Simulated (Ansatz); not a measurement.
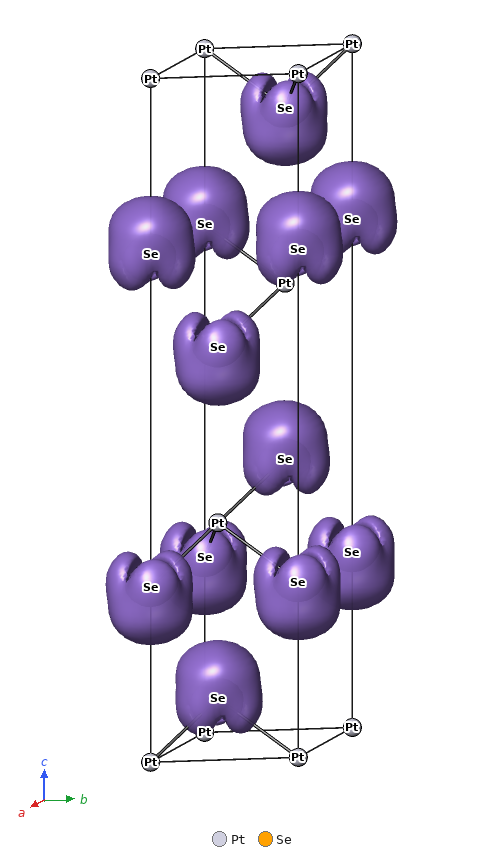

Figure. PtSe₂. Isosurface of the ELF at 0.7 (purple), seen slightly off an axis. Only the valence region is drawn (cores and ρ < 0.01 e/Å³ removed). Sticks mark near contacts.

Space group R-3m; started from the CdCl2 (3R octahedral) bulk prototype, which need not be the ambient phase; not relaxed (largest force 0.3 eV/Å).

The calculation used DFT, HSE06, plane waves, PAW in Ansatz.

Where are the electrons localised?

The surface consists of six regions wrapped around Se (the valence shell of each), counted in one cell of 9 atoms. Regions shared between cells count once. Along the contacts the grid gives the following. Pt–Se (2.51 Å): the ELF is about 0.55 at the midpoint.

Does the calculation make it a metal, or give it a gap?

It is gapped, with a Kohn–Sham gap of 0.78 eV on the k-point mesh (the band edges may lie off the mesh, which would make the gap smaller).
